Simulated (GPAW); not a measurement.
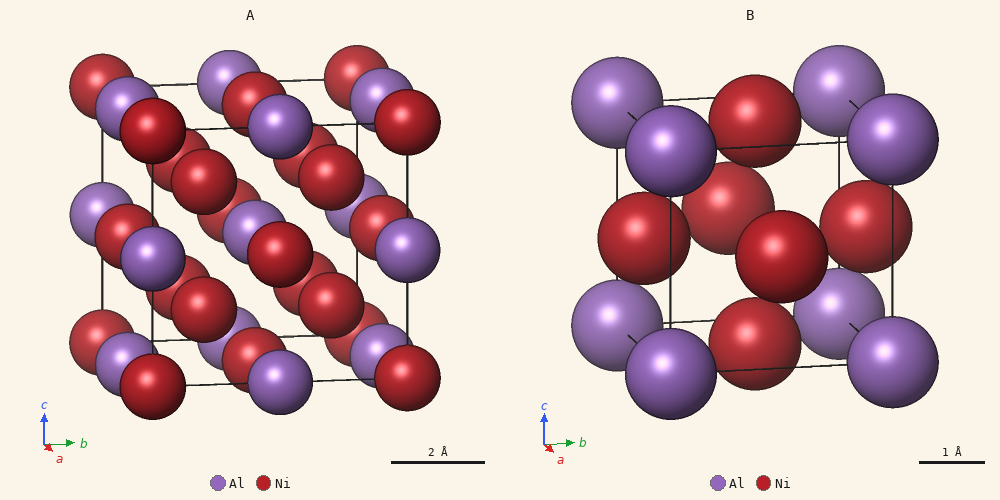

Two structures of AlNi3, each relaxed (cell and atoms) at zero pressure; conventional cells in solid outline, small ones repeated, each panel with its own scale. Alike in all runs: GPAW 26.7.0; functional PBEsol; potentials PAW data sets generated in the run's folder for this functional; cutoff 600 eV; occupations fermi-dirac, width 0.05 eV; collinear spin, ferromagnetic start; no spin-orbit coupling. The k meshes have like spacings.

Question: Give the type and space group of each panel.

Answer: A: D0₃ (BiF₃ or Fe₃Al type), Fm-3m; B: Cu₃Au (L1₂) type, Pm-3m.

Question: Which of these is lowest in energy, and how far above it do the others lie?

Answer: B, then A (+63 meV/atom), static energies at zero smearing.

Question: Collect the results in a table.

Answer:
| panel | space group | E − E(lowest) (meV/atom) | volume (Å³/atom) | moment (μB/atom) |
| --- | --- | --- | --- | --- |
| B | Pm-3m | 0 | 11.0 | 0.17 |
| A | Fm-3m | 63 | 11.1 | 0.00 |

The starts are database entries or structure types tried for this composition, and the most stable form need not be among them. Each run keeps the magnetic state that it reached from its start.

Caveat: each step starts from the last one's moments, so a moment once lost doesn't come back; later steps reuse the first step's grids.
